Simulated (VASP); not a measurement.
# Si: molecular dynamics (part 6 of 7)

The same run, continued: Si (defect cell, 17 atoms in the cell); Kohn-Sham DFT of a periodic cell, PBE, VASP PAW PBE potentials, recommended, no spin polarisation (VASP 6.6.1); cutoff 520 eV, 2×2×2 k-mesh, fermi-dirac of 0.02 eV. It belongs to a series of runs on one base structure; here: dynamics from the start.

Geometry of the input (Å; fractional positions):
```
0.0000  5.4300  5.4300
5.4300  0.0000  5.4300
5.4300  5.4300  0.0000
Si 0.0072  -0.0224  0.0077
Si 0.1249  0.1152  0.1244
Si 0.0141  -0.0024  0.4956
Si 0.1541  0.1120  0.6141
Si -0.0164  0.4854  -0.0169
Si 0.1094  0.6081  0.1099
Si 0.0072  0.5056  0.4794
Si 0.1248  0.6264  0.6131
Si 0.4961  -0.0024  0.0136
Si 0.6136  0.1120  0.1545
Si 0.5207  0.0193  0.5212
Si 0.6464  0.1483  0.6458
Si 0.4790  0.5056  0.0077
Si 0.6136  0.6264  0.1244
Si 0.4959  0.5160  0.4955
Si 0.6136  0.6526  0.6141
Si 0.8048  0.3031  0.8053
```

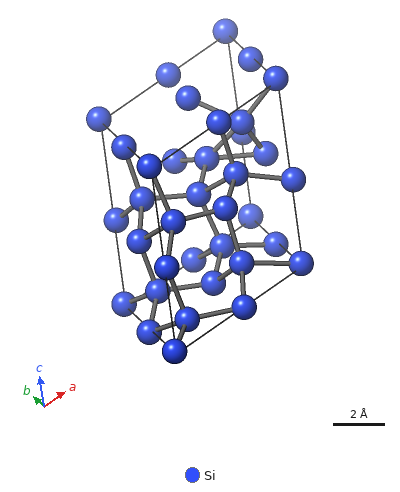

*The geometry at step 20 of the log (ball-and-stick view of the cell of the calculation, seen slightly off an axis).*

Trajectory as extended XYZ, continued
```
17
Lattice="0.0000 5.4300 5.4300 5.4300 0.0000 5.4300 5.4300 5.4300 0.0000" Properties=species:S:1:pos:R:3:forces:R:3 step=13 energy=-86.39113 temperature=635.6
Si    5.3693    0.0452    5.3836    2.1316   0.2282   0.4732
Si    1.2657    1.2681    1.6543   -0.3386   0.3413  -1.9096
Si    2.5561    2.6564    0.1328    0.6975  -0.2752   0.4560
Si    4.0088    4.2024    1.3201   -1.5364  -0.9801   0.3347
Si    8.1705   10.7750    8.1848   -0.5605  -0.8620  -0.0088
Si    4.0715    1.2735    4.0322   -1.2034   0.0724   0.3080
Si    5.3728    2.6318    2.8582   -0.1851   0.1504  -1.5200
Si    6.7414    3.8948    4.0517    1.1602   1.1451   0.5553
Si    5.4059    2.8704    8.1419   -0.1953  -0.2609   0.0283
Si    1.5874    4.1523    3.7705   -1.6202   0.9873   0.2968
Si    2.9522    5.6556    2.7266   -0.0168   0.4374   0.0995
Si    4.2097    6.9622    4.2350   -0.0514   0.2609   0.5165
Si    2.6946    2.7971    5.1732    1.1506  -0.8787   1.7331
Si    4.0455    4.1427    6.6833   -0.5883  -0.9876   0.0063
Si    5.4929    5.3290    5.4068   -0.2787   0.5249  -0.7651
Si    6.7414    6.5963    6.8266    0.7398   0.3846   0.1230
Si    5.9756    8.6954    6.0793    0.6970  -0.2866  -0.7355
17
Lattice="0.0000 5.4300 5.4300 5.4300 0.0000 5.4300 5.4300 5.4300 0.0000" Properties=species:S:1:pos:R:3:forces:R:3 step=14 energy=-86.51377 temperature=694.4
Si    5.3927    0.0435    5.3931    1.8683   0.2419   0.3402
Si    1.2563    1.2668    1.6615   -0.1514   0.2294  -1.6959
Si    2.5530    2.6448    0.1429    0.6570  -0.2250   0.3884
Si    3.9992    4.1970    1.3144   -1.3466  -0.9758   0.2514
Si    8.1847   10.7716    8.2056   -0.7130  -0.6845  -0.2280
Si    4.0727    1.2840    4.0412   -1.0300  -0.0984   0.4698
Si    5.3665    2.6250    2.8474    0.0983   0.4551  -1.2981
Si    6.7577    3.9029    4.0582    0.8557   0.7735   0.3646
Si    5.3987    2.8770    8.1458   -0.2397  -0.3013  -0.0282
Si    1.5836    4.1589    3.7590   -1.4870   0.9393   0.4215
Si    2.9536    5.6588    2.7099   -0.0335   0.4360   0.1834
Si    4.2009    6.9596    4.2339   -0.0203   0.2861   0.4632
Si    2.6986    2.8012    5.1749    0.9865  -0.7732   1.6159
Si    4.0349    4.1435    6.6797   -0.4112  -0.8943   0.0009
Si    5.4915    5.3293    5.3899   -0.3199   0.5188  -0.5458
Si    6.7381    6.5960    6.8251    0.6735   0.2709   0.0516
Si    5.9789    8.6886    6.0786    0.6170  -0.2063  -0.7625
17
Lattice="0.0000 5.4300 5.4300 5.4300 0.0000 5.4300 5.4300 5.4300 0.0000" Properties=species:S:1:pos:R:3:forces:R:3 step=15 energy=-86.62666 temperature=748.5
Si    5.4186    0.0421    5.4031    1.5566   0.2358   0.1951
Si    1.2466    1.2657    1.6663    0.0362   0.1319  -1.4522
Si    2.5508    2.6328    0.1535    0.6012  -0.1682   0.3044
Si    3.9878    4.1904    1.3090   -1.1152  -0.9504   0.1694
Si    8.1980   10.7672    8.2261   -0.8354  -0.5002  -0.4452
Si    4.0724    1.2943    4.0508   -0.8236  -0.2632   0.5949
Si    5.3602    2.6188    2.8348    0.3417   0.7210  -1.0608
Si    6.7752    3.9120    4.0653    0.5526   0.4047   0.1971
Si    5.3910    2.8831    8.1496   -0.2845  -0.3398  -0.0858
Si    1.5778    4.1668    3.7480   -1.3237   0.8745   0.5580
Si    8.3850    5.6625    8.1235   -0.0482   0.4255   0.2739
Si    4.1921    6.9574    4.2334    0.0129   0.3096   0.4005
Si    2.7039    2.8042    5.1788    0.7869  -0.6464   1.4644
Si    4.0238    4.1431    6.6760   -0.2219  -0.7837   0.0072
Si    5.4896    5.3303    5.3724   -0.3553   0.5087  -0.3117
Si    6.7358    6.5961    6.8237    0.5971   0.1469  -0.0249
Si    5.9829    8.6815    6.0769    0.5234  -0.1129  -0.7890
17
Lattice="0.0000 5.4300 5.4300 5.4300 0.0000 5.4300 5.4300 5.4300 0.0000" Properties=species:S:1:pos:R:3:forces:R:3 step=16 energy=-86.71553 temperature=791.2
Si    5.4466    0.0411    5.4133    1.2167   0.2053   0.0429
Si    1.2370    1.2648    1.6692    0.2182   0.0576  -1.1843
Si    2.5494    2.6207    0.1646    0.5349  -0.1062   0.2046
Si    3.9748    4.1824    1.3039   -0.8572  -0.9037   0.0936
Si    8.2102   10.7622    8.2460   -0.9246  -0.3112  -0.6569
Si    4.0710    1.3043    4.0612   -0.5905  -0.4115   0.6784
Si    5.3544    2.6136    2.8207    0.5332   0.9326  -0.8138
Si    6.7934    3.9217    4.0725    0.2602   0.0476   0.0641
Si    5.3830    2.8888    8.1533   -0.3227  -0.3767  -0.1463
Si    1.5702    4.1759    3.7377   -1.1402   0.7990   0.6953
Si    8.3863    5.6668    8.1074   -0.0585   0.4029   0.3670
Si    4.1833    6.9556    4.2334    0.0468   0.3334   0.3291
Si    2.7103    2.8064    5.1847    0.5610  -0.5133   1.2906
Si    4.0123    4.1416    6.6724   -0.0248  -0.6538   0.0304
Si    5.4873    5.3321    5.3544   -0.3832   0.4880  -0.0747
Si    6.7343    6.5964    6.8222    0.5125   0.0194  -0.1026
Si    5.9877    8.6742    6.0741    0.4203  -0.0113  -0.8180
17
Lattice="0.0000 5.4300 5.4300 5.4300 0.0000 5.4300 5.4300 5.4300 0.0000" Properties=species:S:1:pos:R:3:forces:R:3 step=17 energy=-86.77047 temperature=817.6
Si    5.4764    5.4703   10.8536    0.8463   0.1530  -0.1180
Si    1.2277    1.2640    1.6704    0.3901   0.0087  -0.8949
Si    2.5488    2.6083    0.1759    0.4557  -0.0451   0.0943
Si    3.9606    4.1732    1.2989   -0.5780  -0.8342   0.0336
Si    8.2210   10.7567    8.2650   -0.9719  -0.1218  -0.8573
Si    4.0688    1.3137    4.0726   -0.3384  -0.5437   0.7140
Si    5.3494    2.6096    2.8055    0.6659   1.0871  -0.5602
Si    6.8120    3.9315    4.0799   -0.0189  -0.2854  -0.0316
Si    5.3746    2.8939    8.1567   -0.3497  -0.4122  -0.2035
Si    1.5609    4.1861    3.7285   -0.9464   0.7169   0.8221
Si    8.3875    5.6717    8.0918   -0.0660   0.3652   0.4604
Si    4.1745    6.9542    4.2340    0.0820   0.3536   0.2490
Si    2.7175    2.8078    5.1924    0.3211  -0.3817   1.0990
Si    4.0008    4.1392    6.6688    0.1737  -0.5097   0.0719
Si    5.4844    5.3345    5.3363   -0.3999   0.4543   0.1553
Si    6.7335    6.5967    6.8206    0.4220  -0.1056  -0.1799
Si    5.9931    8.6669    6.0702    0.3100   0.0962  -0.8519
17
Lattice="0.0000 5.4300 5.4300 5.4300 0.0000 5.4300 5.4300 5.4300 0.0000" Properties=species:S:1:pos:R:3:forces:R:3 step=18 energy=-86.78585 temperature=825.1
Si    0.0773    5.4697    5.4338    0.4638   0.0804  -0.2869
Si    1.2190    1.2632    1.6704    0.5490  -0.0125  -0.5894
Si    2.5487    2.5960    0.1873    0.3661   0.0159  -0.0265
Si    3.9457    4.1629    1.2940   -0.2886  -0.7440  -0.0048
Si    8.2306   10.7510    8.2828   -0.9775   0.0671  -1.0402
Si    4.0661    1.3223    4.0849   -0.0723  -0.6594   0.6978
Si    5.3453    2.6072    2.7895    0.7439   1.1810  -0.2996
Si    6.8306    3.9409    4.0873   -0.2851  -0.5855  -0.0895
Si    5.3657    2.8985    8.1599   -0.3628  -0.4434  -0.2571
Si    1.5504    4.1972    3.7203   -0.7495   0.6333   0.9280
Si    8.3886    5.6771    8.0769   -0.0615   0.3149   0.5481
Si    4.1659    6.9534    4.2348    0.1158   0.3730   0.1656
Si    2.7251    2.8087    5.2016    0.0712  -0.2650   0.8997
Si    3.9895    4.1361    6.6653    0.3673  -0.3518   0.1314
Si    5.4810    5.3376    5.3184   -0.4017   0.4079   0.3699
Si    6.7332    6.5968    6.8188    0.3269  -0.2231  -0.2534
Si    5.9989    8.6597    6.0651    0.1985   0.2052  -0.8894
17
Lattice="0.0000 5.4300 5.4300 5.4300 0.0000 5.4300 5.4300 5.4300 0.0000" Properties=species:S:1:pos:R:3:forces:R:3 step=19 energy=-86.76048 temperature=812.9
Si    0.1088    5.4693    5.4435    0.0796  -0.0042  -0.4625
Si    1.2110    1.2624    1.6696    0.6908  -0.0063  -0.2747
Si    2.5492    2.5836    0.1988    0.2703   0.0690  -0.1511
Si    3.9303    4.1515    1.2890   -0.0034  -0.6297  -0.0161
Si    8.2388   10.7454    8.2992   -0.9461   0.2538  -1.1999
Si    4.0634    1.3300    4.0982    0.1917  -0.7583   0.6349
Si    5.3422    2.6064    2.7731    0.7711   1.2241  -0.0355
Si    6.8488    3.9495    4.0945   -0.5333  -0.8490  -0.1168
Si    5.3562    2.9025    8.1628   -0.3597  -0.4668  -0.3023
Si    1.5389    4.2093    3.7134   -0.5560   0.5533   1.0089
Si    8.3896    5.6829    8.0627   -0.0506   0.2486   0.6255
Si    4.1574    6.9530    4.2359    0.1468   0.3872   0.0798
Si    2.7329    2.8093    5.2120   -0.1739  -0.1697   0.6920
Si    3.9788    4.1325    6.6620    0.5511  -0.1833   0.2084
Si    5.4770    5.3412    5.3010   -0.3908   0.3476   0.5619
Si    6.7335    6.5967    6.8166    0.2292  -0.3271  -0.3195
Si    6.0050    8.6528    6.0588    0.0841   0.3088  -0.9260
17
Lattice="0.0000 5.4300 5.4300 5.4300 0.0000 5.4300 5.4300 5.4300 0.0000" Properties=species:S:1:pos:R:3:forces:R:3 step=20 energy=-86.69734 temperature=782.6
Si    0.1404    5.4688    5.4526   -0.3003  -0.0926  -0.6407
Si    1.2039    1.2616    1.6684    0.8157   0.0217   0.0420
Si    2.5501    2.5713    0.2100    0.1684   0.1137  -0.2790
Si    3.9150    4.1393    1.2841    0.2723  -0.4934  -0.0021
Si    8.2456   10.7402    8.3139   -0.8847   0.4332  -1.3368
Si    4.0609    1.3367    4.1124    0.4458  -0.8391   0.5304
Si    5.3402    2.6072    2.7566    0.7612   1.2202   0.2283
Si    6.8662    3.9569    4.1015   -0.7660  -1.0732  -0.1182
Si    5.3463    2.9058    8.1652   -0.3389  -0.4810  -0.3402
Si    1.5265    4.2221    3.7079   -0.3733   0.4698   1.0571
Si    8.3906    5.6891    8.0494   -0.0336   0.1673   0.6935
Si    4.1491    6.9532    4.2371    0.1751   0.3982  -0.0048
Si    2.7404    2.8096    5.2234   -0.4078  -0.0978   0.4853
Si    3.9688    4.1287    6.6590    0.7247  -0.0084   0.2978
Si    5.4725    5.3452    5.2844   -0.3603   0.2718   0.7304
Si    6.7340    6.5961    6.8139    0.1307  -0.4129  -0.3773
Si    6.0112    8.6464    6.0512   -0.0268   0.4004  -0.9594
17
Lattice="0.0000 5.4300 5.4300 5.4300 0.0000 5.4300 5.4300 5.4300 0.0000" Properties=species:S:1:pos:R:3:forces:R:3 step=21 energy=-86.60290 temperature=737.3
Si    0.1716    5.4682    5.4608   -0.6617  -0.1788  -0.8137
Si    1.1980    1.2608    1.6673    0.9187   0.0661   0.3490
Si    2.5512    2.5592    0.2208    0.0627   0.1464  -0.4062
Si    3.9000    4.1263    1.2791    0.5251  -0.3383   0.0358
Si    8.2513   10.7356    8.3268   -0.8031   0.6023  -1.4414
Si    4.0590    1.3423    4.1273    0.6793  -0.9046   0.3975
Si    5.3392    2.6098    2.7405    0.7232   1.1793   0.4829
Si    6.8826    3.9628    4.1084   -0.9784  -1.2520  -0.1030
Si    5.3359    2.9085    8.1672   -0.2993  -0.4849  -0.3662
Si    1.5137    4.2356    3.7039   -0.2033   0.3882   1.0707
Si    8.3915    5.6955    8.0370   -0.0080   0.0726   0.7488
Si    4.1410    6.9539    4.2383    0.1997   0.4044  -0.0860
Si    2.7473    2.8098    5.2354   -0.6186  -0.0556   0.2815
Si    3.9598    4.1249    6.6564    0.8834   0.1709   0.3955
Si    5.4675    5.3497    5.2688   -0.3173   0.1814   0.8714
Si    6.7347    6.5949    6.8107    0.0319  -0.4769  -0.4251
Si    6.0173    8.6405    6.0423   -0.1394   0.4792  -0.9888
17
Lattice="0.0000 5.4300 5.4300 5.4300 0.0000 5.4300 5.4300 5.4300 0.0000" Properties=species:S:1:pos:R:3:forces:R:3 step=22 energy=-86.48724 temperature=681.7
Si    0.2019    5.4674    5.4679   -0.9886  -0.2473  -0.9682
Si    1.1933    1.2601    1.6666    1.0010   0.1170   0.6344
Si    2.5523    2.5473    0.2311   -0.0431   0.1667  -0.5257
Si    3.8858    4.1130    1.2741    0.7484  -0.1676   0.0934
Si    8.2559   10.7318    8.3377   -0.7103   0.7525  -1.5110
Si    4.0580    1.3466    4.1428    0.8842  -0.9526   0.2455
Si    5.3392    8.0440    8.1551    0.6681   1.1095   0.7235
Si    6.8976    3.9670    4.1151   -1.1601  -1.3846  -0.0785
Si    5.3251    2.9105    8.1687   -0.2406  -0.4768  -0.3813
Si    1.5006    4.2496    3.7014   -0.0429   0.3069   1.0496
Si    8.3924    5.7020    8.0257    0.0221  -0.0307   0.7928
Si    4.1333    6.9552    4.2393    0.2162   0.4026  -0.1595
Si    2.7534    2.8099    5.2478   -0.7981  -0.0418   0.0832
Si    3.9520    4.1213    6.6543    1.0236   0.3499   0.4918
Si    5.4620    5.3544    5.2544   -0.2598   0.0821   0.9816
Si    6.7355    6.5931    6.8070   -0.0619  -0.5175  -0.4624
Si    6.0233    8.6352    6.0321   -0.2546   0.5329  -1.0078
17
Lattice="0.0000 5.4300 5.4300 5.4300 0.0000 5.4300 5.4300 5.4300 0.0000" Properties=species:S:1:pos:R:3:forces:R:3 step=23 energy=-86.36224 temperature=621.7
Si    0.2309    5.4662    5.4737   -1.2782  -0.2863  -1.0907
Si    1.1900    1.2595    1.6669    1.0596   0.1634   0.8834
Si    2.5534    2.5357    0.2406   -0.1461   0.1773  -0.6356
Si    3.8725    4.0994    1.2694    0.9355   0.0093   0.1624
Si    8.2595   10.7291    8.3465   -0.6201   0.8796  -1.5429
Si    4.0582    1.3496    4.1586    1.0520  -0.9864   0.0870
Si    5.3401    8.0496    8.1406    0.6035   1.0143   0.9459
Si    6.9111    3.9693    4.1218   -1.3102  -1.4681  -0.0545
Si    5.3140    2.9118    8.1696   -0.1638  -0.4576  -0.3817
Si    1.4874    4.2640    3.7002    0.1046   0.2240   0.9936
Si    8.3933    5.7084    8.0154    0.0559  -0.1400   0.8251
Si    4.1258    6.9570    4.2402    0.2229   0.3925  -0.2248
Si    2.7584    2.8100    5.2604   -0.9376  -0.0544  -0.1038
Si    3.9456    4.1182    6.6529    1.1378   0.5231   0.5802
Si    5.4562    5.3592    5.2413   -0.1926  -0.0237   1.0673
Si    6.7362    6.5906    6.8026   -0.1464  -0.5315  -0.4893
Si    6.0289    8.6307    6.0204   -0.3757   0.5608  -1.0191
17
Lattice="0.0000 5.4300 5.4300 5.4300 0.0000 5.4300 5.4300 5.4300 0.0000" Properties=species:S:1:pos:R:3:forces:R:3 step=24 energy=-86.24024 temperature=563.0
Si    0.2581    5.4647    5.4779   -1.5233  -0.2818  -1.1676
Si    1.1881    1.2592    1.6683    1.0901   0.1968   1.0841
Si    2.5544    2.5242    0.2493   -0.2394   0.1815  -0.7316
Si    3.8606    4.0858    1.2648    1.0898   0.1932   0.2402
Si    8.2622   10.7275    8.3532   -0.5414   0.9768  -1.5332
Si    4.0599    1.3512    4.1745    1.1785  -1.0031  -0.0716
Si    5.3418    8.0567    8.1274    0.5383   0.8996   1.1422
Si    6.9228    3.9696    4.1283   -1.4256  -1.5019  -0.0411
Si    5.3027    2.9125    8.1700   -0.0728  -0.4276  -0.3688
Si    1.4744    4.2787    3.7005    0.2446   0.1360   0.9044
Si    8.3943    5.7147    8.0063    0.0902  -0.2492   0.8464
Si    4.1186    6.9594    4.2407    0.2202   0.3730  -0.2792
Si    2.7621    2.8100    5.2728   -1.0293  -0.0851  -0.2766
Si    3.9408    4.1158    6.6523    1.2213   0.6816   0.6501
Si    5.4501    5.3640    5.2297   -0.1190  -0.1319   1.1262
Si    6.7366    6.5874    6.7976   -0.2198  -0.5178  -0.5043
Si    6.0340    8.6270    6.0074   -0.5048   0.5600  -1.0150
17
Lattice="0.0000 5.4300 5.4300 5.4300 0.0000 5.4300 5.4300 5.4300 0.0000" Properties=species:S:1:pos:R:3:forces:R:3 step=25 energy=-86.13213 temperature=511.0
Si    0.2832    5.4627    5.4806   -1.7174  -0.2351  -1.1911
Si    1.1878    1.2592    1.6712    1.0904   0.2116   1.2293
Si    2.5549    2.5130    0.2570   -0.3240   0.1836  -0.8155
Si    3.8501    4.0724    1.2605    1.2128   0.3712   0.3203
Si    8.2642   10.7273    8.3578   -0.4787   1.0394  -1.4832
Si    4.0632    1.3515    4.1903    1.2617  -1.0010  -0.2154
Si    5.3443    8.0650    8.1158    0.4802   0.7765   1.2998
Si    6.9324    3.9678    4.1348   -1.5035  -1.4900  -0.0477
Si    5.2912    2.9127    8.1699    0.0347  -0.3870  -0.3409
Si    1.4617    4.2936    3.7020    0.3701   0.0359   0.7837
Si    8.3955    5.7206    7.9984    0.1198  -0.3546   0.8574
Si    4.1118    6.9623    4.2408    0.2143   0.3443  -0.3232
Si    2.7643    2.8098    5.2848   -1.0702  -0.1295  -0.4320
Si    3.9376    4.1143    6.6526    1.2715   0.8195   0.6979
Si    5.4439    5.3686    5.2197   -0.0443  -0.2394   1.1595
Si    6.7368    6.5834    6.7918   -0.2843  -0.4734  -0.5027
Si    6.0384    8.6240    5.9930   -0.6357   0.5332  -0.9926
17
Lattice="0.0000 5.4300 5.4300 5.4300 0.0000 5.4300 5.4300 5.4300 0.0000" Properties=species:S:1:pos:R:3:forces:R:3 step=26 energy=-86.04603 temperature=469.5
Si    0.3059    5.4604    5.4816   -1.8746  -0.1439  -1.1528
Si    1.1889    1.2594    1.6758    1.0578   0.2025   1.3161
Si    2.5551    2.5021    0.2635   -0.3950   0.1860  -0.8827
Si    3.8414    4.0596    1.2567    1.3164   0.5376   0.4003
Si    8.2656   10.7285    8.3604   -0.4338   1.0653  -1.3908
Si    4.0683    1.3503    4.2058    1.3048  -0.9794  -0.3445
Si    5.3475    8.0744    8.1060    0.4320   0.6477   1.4187
Si    6.9401    3.9640    4.1413   -1.5474  -1.4329  -0.0793
Si    5.2798    2.9123    8.1694    0.1539  -0.3385  -0.3023
Si    1.4495    4.3086    3.7045    0.4824  -0.0759   0.6328
Si    8.3968    5.7260    7.9916    0.1398  -0.4529   0.8520
Si    4.1052    6.9657    4.2405    0.2103   0.3074  -0.3559
Si    2.7652    2.8095    5.2962   -1.0570  -0.1790  -0.5668
Si    3.9362    4.1140    6.6539    1.2852   0.9267   0.7159
Si    5.4376    5.3729    5.2112    0.0290  -0.3420   1.1683
Si    6.7366    6.5788    6.7854   -0.3386  -0.4040  -0.4836
Si    6.0420    8.6217    5.9771   -0.7655   0.4819  -0.9448
17
Lattice="0.0000 5.4300 5.4300 5.4300 0.0000 5.4300 5.4300 5.4300 0.0000" Properties=species:S:1:pos:R:3:forces:R:3 step=27 energy=-85.98630 temperature=440.7
Si    0.3261    5.4580    5.4811   -1.9919  -0.0093  -1.0496
Si    1.1915    1.2599    1.6823    0.9942   0.1708   1.3426
Si    2.5547    2.4914    0.2688   -0.4530   0.1933  -0.9319
Si    3.8344    4.0475    1.2535    1.3977   0.6852   0.4717
Si    8.2663   10.7312    8.3610   -0.4048   1.0529  -1.2585
Si    4.0751    1.3479    4.2209    1.3044  -0.9388  -0.4586
Si    5.3512    8.0847    8.0981    0.3977   0.5147   1.4940
Si    6.9456    3.9582    4.1476   -1.5589  -1.3325  -0.1384
Si    5.2686    2.9114    8.1684    0.2807  -0.2840  -0.2541
Si    1.4380    4.3234    3.7080    0.5824  -0.2005   0.4527
Si    8.3983    5.7308    7.9860    0.1440  -0.5400   0.8321
Si    4.0989    6.9695    4.2398    0.2125   0.2626  -0.3782
Si    2.7645    2.8089    5.3069   -0.9899  -0.2281  -0.6738
Si    3.9366    4.1149    6.6561    1.2602   0.9973   0.7011
Si    5.4313    5.3767    5.2044    0.0931  -0.4370   1.1553
Si    6.7359    6.5736    6.7783   -0.3805  -0.3163  -0.4414
Si    6.0444    8.6201    5.9600   -0.8895   0.4124  -0.8655
```
